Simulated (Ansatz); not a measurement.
# WC: geometry relaxation (part 2 of 2)

The same run, continued: WC (P-6m2, 2 atoms in the cell); DFT PBE, scalar-relativistic, plane waves, PAW, no spin polarisation (Ansatz 0.2.0); cutoff 420 eV, 18×18×14 k-mesh, Gaussian smearing of 0.1 eV. The structure derives from an entry of the Crystallography Open Database.

Geometry of the input (Å; fractional positions):
```
2.9065  0.0000  0.0000
-1.4532  2.5171  0.0000
0.0000  0.0000  2.8366
W  0.0000  0.0000  0.0000
C  0.6667  0.3333  0.5000
```

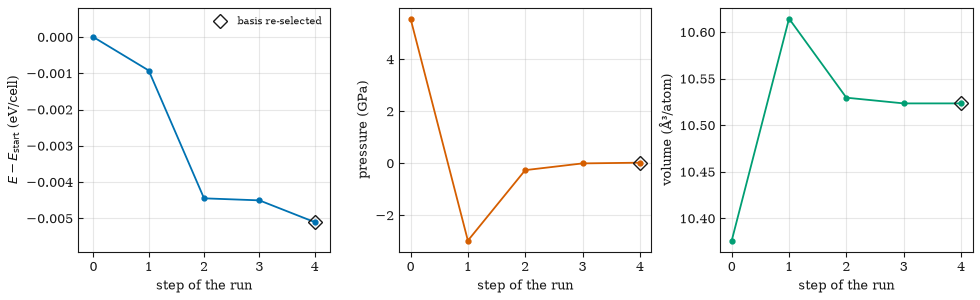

**Figure 1.** Progress of the relaxation, step by step (the first geometry is step 0 here and step 1 in the log).

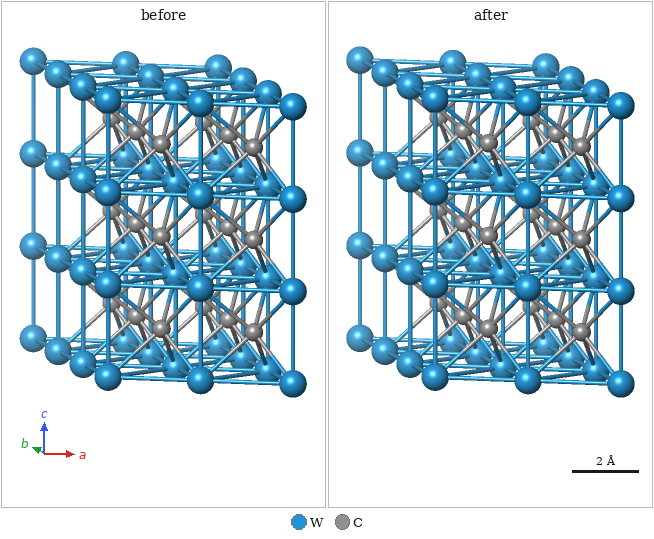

**Figure 2.** Before (left) and after (right) the relaxation, at one scale (ball-and-stick view of the cell of the calculation, repeated 2 × 3 × 3, seen slightly off an axis). No atom moves by more than 0.005 Å relative to the cell. The drawn cell changes as follows: a 2.906 → 2.922 Å (+0.5 %), b 2.907 → 2.922 Å (+0.5 %), c 2.837 → 2.847 Å (+0.4 %); the volume changes by +1.4 %. Among the contacts that change: W1–W1 2.907 → 2.922 Å, W1–C2 2.197 → 2.207 Å. The space group stays P-6m2 (No. 187). The energy falls by 4.5 meV per cell of the calculation in 3 geometry steps. All forces vanish by symmetry, so only the cell relaxes. Pressure: 5.57 GPa at the start and 0.03 GPa at the end. A last SCF at the same geometry on a re-selected plane-wave basis shifts the energy by −0.6 meV per cell of the calculation. (Atoms are counted from 1 in the order of the input.)

```
basis re-selected at this cell: Δ(F+E_penalty+E_count) = -5.999e-4 eV, ΔP = +0.027 GPa vs the last step (what re-selecting the basis moved, of the pressure what is left beyond the Pulay correction that the steps carried, after the strain that the cell walked since its last selection, with what the two solves' SCF thresholds leave and, on support functions, any second-order correction that the steps lacked; it is no measure of the basis error at this ecutwfc). This SCF's stress stands 2.89e-2 GPa from its target on what of the cell is left free (relax.cell.stress_tol is 5.00e-2 GPa) and its largest allowed force component is 9.25e-17 eV/Å (relax.f_tol is 5.00e-3 eV/Å): within both
SCF converged after 8 iterations
Free energy (F): -10636.060097 eV
Harris-Foulkes:  -10636.060097 eV  (|F-HF|=5.46e-12)
Internal energy: -10636.058719 eV  (E = F + TS)
E sigma→0 (E₀):  -10636.059408 eV
Entropy (-TS):   -0.001379 eV (-0.689 meV/atom)
Fermi energy:    20.244220 eV
--- Per-component energies (eV) ---
  E_band       = -64.076931
  E_kinetic    = 540.762675
  E_local      = -674.989956  (includes V_loc(G=0)·N_el)
  E_nonlocal   = 25.360282
  E_hartree    = 237.844565
  E_xc         = -316.191478
  E_vxc        = -299.966760  (∫ρ·V_xc dr)
  E_paw        = -8661.050194  (= ΣΔE_a)
  E_vpaw       = -130.932246  (= ΣTr[D̂ρ^β])
  E_aug_tail   = -0.000056  (compensation charges beyond the density's cutoff)
  E_ewald      = -1787.794557
  E_smearing   = -0.001379  (= −TS)
  E_closure    = -0.000000  (closes the sum)
  Σ components = -10636.060097   (vs F -10636.060097, Δ=0.00e0)
--- Forces (eV/Å), atoms counted from 1 ---
  atom   1  W     -0.00000000     0.00000000     0.00000000
  atom   2  C     -0.00000000     0.00000000     0.00000000
  max |Σ_I F_I| component: 2.59e-16 eV/Å
--- Stress (GPa, compression-positive) ---
        0.028894       0.000000      -0.000000
        0.000000       0.028894      -0.000000
       -0.000000      -0.000000       0.018484
  P = ⅓ Tr σ = 0.0254 GPa (0.254 kbar)
--- Band table (eV; the first three rows and the last of 296) ---
  k-point 0: bands = ["-53.7082", "-17.7219", "-17.6290", "-17.6290", "5.9169", "16.0223", "16.9623", "16.9623", "20.3512", "23.4244", "23.4244", "25.7949", "25.7949"]
  k-point 1: bands = ["-53.7062", "-17.7591", "-17.6258", "-17.6258", "6.0397", "15.9593", "17.0184", "17.0184", "20.3292", "22.9927", "22.9927", "26.0551", "26.0551"]
  k-point 2: bands = ["-53.7008", "-17.8621", "-17.6168", "-17.6168", "6.3972", "15.6911", "17.1810", "17.1810", "20.4102", "22.1369", "22.1369", "26.3598", "26.3598"]
  k-point 295: bands = ["-53.6092", "-18.2532", "-18.0979", "-18.0500", "9.3817", "13.1572", "14.9078", "18.6418", "19.6138", "24.5718", "26.4786", "27.7020", "29.2532"]
--- Relaxed structure (4 steps of the walk, 4 accepted, 1 SCFs on fresh bases) ---
  F+E_penalty+E_count = -10636.06009725 eV   max|allowed force component| = 9.252e-17 eV/Å   (the final SCF, on the basis selected at the relaxed cell)
  cell:  # Å, volume = 21.0470 Å³
    - [2.92167892050116, 1.6851987029003404e-18, 0.0]
    - [-1.46083946025058, 2.5302481668554995, 0.0]
    - [0.0, 0.0, 2.8470525736198233]
  atoms:
    - { symbol: W, position: [-3.700743415524894e-17, 1.0691058840368783e-50, 0.0] }
    - { symbol: C, position: [0.6666666666666667, 0.3333333333333334, 0.5] }
```

Trajectory as extended XYZ (Å, eV, eV/Å), 5 frames, from step=1 to step=5:
```
2
Lattice="2.9065 0.0000 0.0000 -1.4532 2.5171 0.0000 0.0000 0.0000 2.8366" Properties=species:S:1:pos:R:3:forces:R:3 step=1 energy=-10636.05500 pressure_GPa=5.57
W     0.0000    0.0000    0.0000    0.0000   0.0000   0.0000
C     1.4532    0.8390    1.4183    0.0000   0.0000   0.0000
2
Lattice="2.9373 0.0000 0.0000 -1.4686 2.5438 0.0000 0.0000 0.0000 2.8413" Properties=species:S:1:pos:R:3:forces:R:3 step=2 energy=-10636.05592 pressure_GPa=-2.97
W     0.0000    0.0000    0.0000    0.0000   0.0000   0.0000
C     1.4686    0.8479    1.4206    0.0000   0.0000   0.0000
2
Lattice="2.9214 0.0000 0.0000 -1.4607 2.5300 0.0000 0.0000 0.0000 2.8492" Properties=species:S:1:pos:R:3:forces:R:3 step=3 energy=-10636.05944 pressure_GPa=-0.26
W     0.0000    0.0000    0.0000    0.0000   0.0000   0.0000
C     1.4607    0.8433    1.4246    0.0000   0.0000   0.0000
2
Lattice="2.9217 0.0000 0.0000 -1.4608 2.5302 0.0000 0.0000 0.0000 2.8471" Properties=species:S:1:pos:R:3:forces:R:3 step=4 energy=-10636.05950 pressure_GPa=-0.00
W     0.0000    0.0000    0.0000    0.0000   0.0000   0.0000
C     1.4608    0.8434    1.4235    0.0000   0.0000   0.0000
2
Lattice="2.9217 0.0000 0.0000 -1.4608 2.5302 0.0000 0.0000 0.0000 2.8471" Properties=species:S:1:pos:R:3:forces:R:3 step=5 energy=-10636.06010 pressure_GPa=0.03
W     0.0000    0.0000    0.0000    0.0000   0.0000   0.0000
C     1.4608    0.8434    1.4235    0.0000   0.0000   0.0000
```

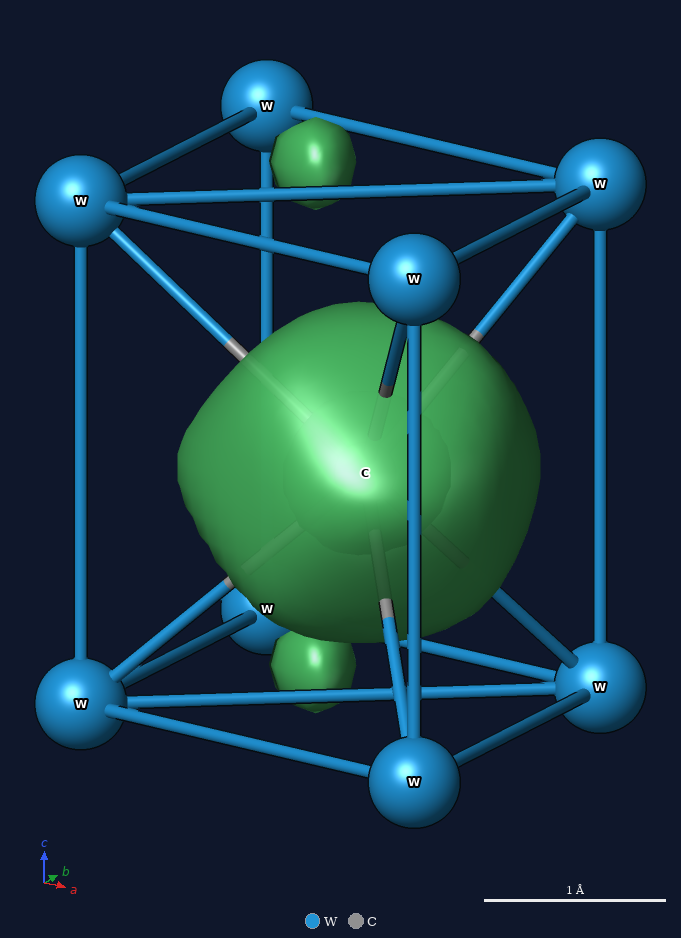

**Figure 3.** Isosurface of the ELF at 0.6 (green), seen slightly off an axis. Only the valence region is drawn (cores and ρ < 0.01 e/Å³ removed). Sticks mark near contacts. The outline is the cell set on symmetry axes. Values along the shortest contacts: W–C (2.21 Å): the ELF is about 0.30 at the midpoint. W–W (2.85 Å): the ELF is about 0.30 at the midpoint; no shared electron pair. Core electrons are frozen (PAW), so the fields are smoothed inside the atomic spheres.

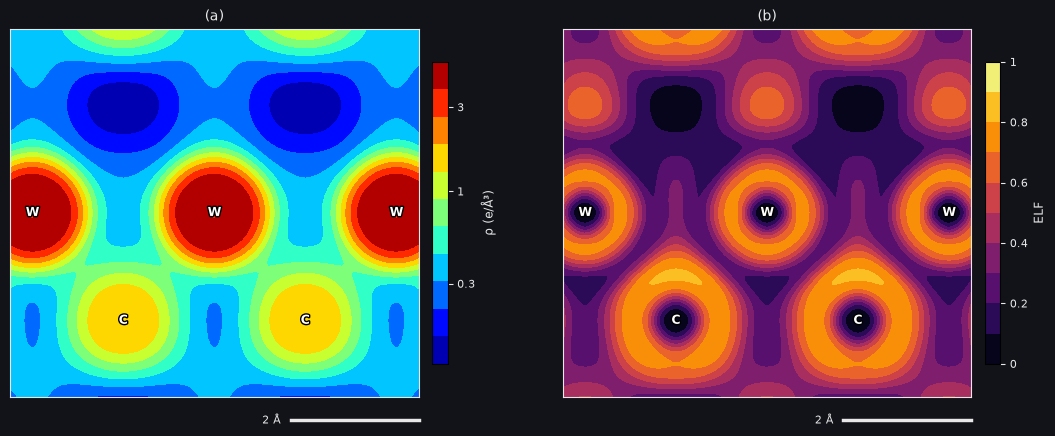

**Figure 4.** (a) valence pseudo-density; (b) ELF on the (110) plane of the conventional cell. Atoms in the plane: W and C. W–C (2.21 Å): the density is about 0.65 e/Å³ at the midpoint; the ELF is about 0.30 at the midpoint. W–W (2.85 Å): the density is about 0.36 e/Å³ at the midpoint; the ELF is about 0.30 at the midpoint; no localised pair between them. Away from the nuclei the density in this plane falls to 0.11 e/Å³ at its lowest. The strong features right at W lie inside the PAW spheres (semicore, d or f shells) and say nothing about bonding.

Summary:

| quantity | value |
| --- | --- |
| outcome | converged |
| space group (tolerance 0.01 Å) | P-6m2 (187) |
| electrons treated | 18 |
| free energy | −10636.0601 eV |
| Fermi energy | 20.244 eV |
| gap on the k-point mesh | none (metallic) |
| pressure | 0.03 GPa |
| final volume | 21.05 Å³ |
| largest force (length of the vector) at the end | under 0.001 eV/Å |
| final cell | a = 2.922 Å, b = 2.922 Å, c = 2.847 Å, α = 90.00°, β = 90.00°, γ = 120.00° |
| wall time | 22 s |
| peak memory | 0.46 GiB |

Remarks:

Spin–orbit coupling is left out, which matters for W.
